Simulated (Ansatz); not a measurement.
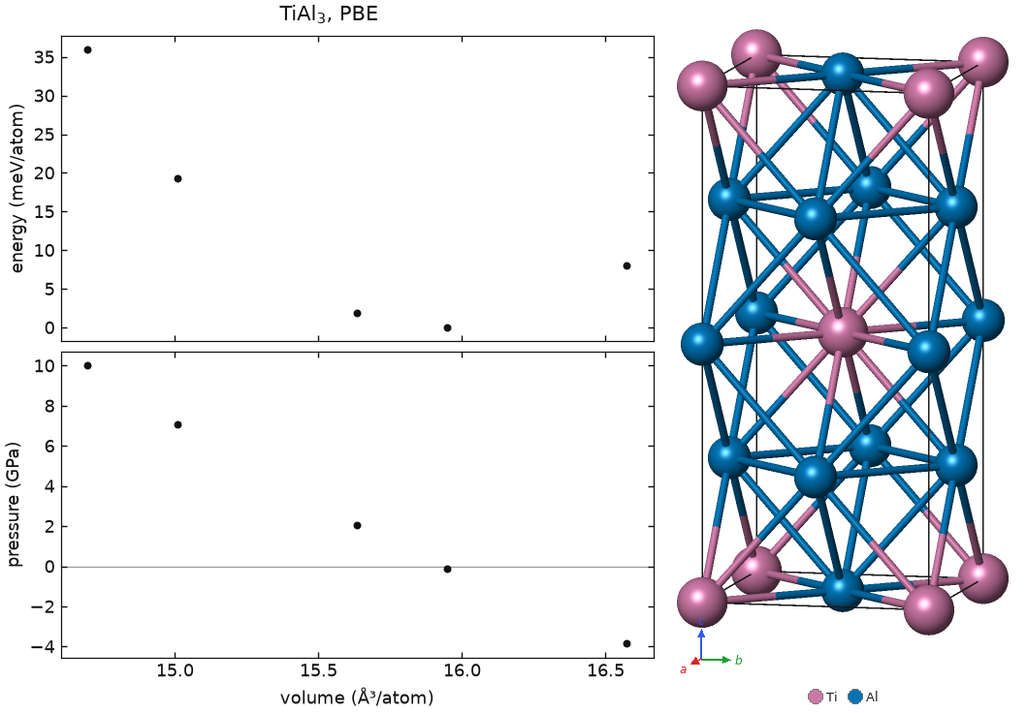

The plot gives the computed energy and pressure against volume for TiAl₃, space group I4/mmm (No. 139). The conventional cell is drawn beside the plot.

Structure:
```
Ti Al
1.0
    -1.91111    1.91111    4.28067
     1.91111   -1.91111    4.28067
     1.91111    1.91111   -4.28067
Ti Al
1 3
Direct
  0.00000 0.00000 0.00000
  0.25000 0.75000 0.50000
  0.75000 0.25000 0.50000
  0.50000 0.50000 0.00000
```

Method: all-electron LAPW DFT, no spin polarisation; energies at scaled volumes of the given cell, shape and fractions fixed, counted from the fit's minimum, third-order Birch-Murnaghan fit (Ansatz 0.2.0). Level: PBE.

```json
{"setting": "k mesh", "value": "10×10×10"}
{"setting": "occupations", "value": "Fermi–Dirac"}
{"setting": "smearing width", "value": "0.05 eV"}
{"setting": "potentials", "value": "all electron LAPW, scalar relativistic"}
{"setting": "program settings", "value": "basis error eV/atom 0.001"}
```

The points at volume 15.32 Å³/atom and 16.26 Å³/atom are left out of the plot. What values does the calculation give there?

| volume (Å³/atom) | energy (meV/atom) | pressure (GPa) |
| --- | --- | --- |
| 15.32 | 8.14 | 4.44 |
| 16.26 | 2.19 | −2.08 |

Note: shape and atomic fractions are frozen while scaling, which makes layered, chain and framework solids too stiff.
